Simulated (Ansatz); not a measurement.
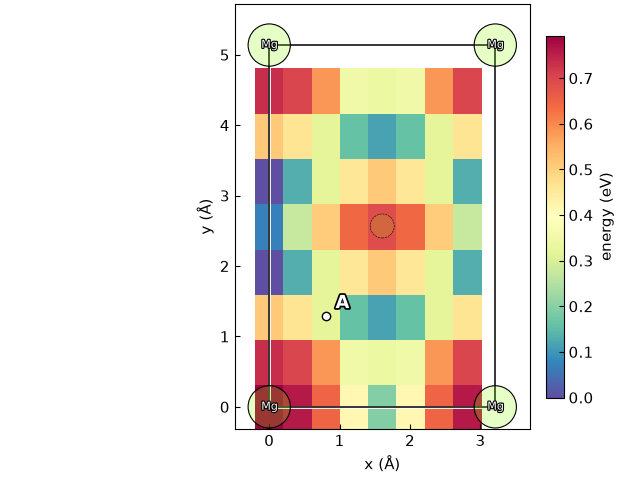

H on a Mg(100) slab cut from the P6_3/mmc phase, its upper half relaxed before the scan (8 atoms of substrate and one adsorbate in a 2 × 1 cell). H is moved over the surface cell; relaxed at each place: the height of the adsorbate's atoms; substrate rigid; the origin of the map has the adsorbate above Mg7. Places are given modulo a cell vector. The map is drawn in real space over the plane of the surface. Grid: 8 × 8 points; 25 points were computed and 39 follow by symmetry. Places are given in fractions of the 1 × 1 surface cell. All energies are given in eV relative to the lowest grid point. At some places the adsorbate sinks to or below the level of the top layer. All numbers below come from DFT PBE, scalar-relativistic, plane waves, PAW (Ansatz). Settings: cutoff 420 eV, k-mesh 4×5×1, gaussian smearing 0.1 eV, no spin polarisation.

Drawn: one coloured cell a grid point, labelled circles for the atoms of the top layer and small ones for the second layer, the outline of one cell of the plane, the point A.

> Is A at rest? If not, where is it pushed?

A, at (2/8, 2/8) of the cell vectors, is not a stationary point. The computed force is 0.75 eV/Å in the plane, pointing up and right in the picture (components 0.45 and 0.60 eV/Å).
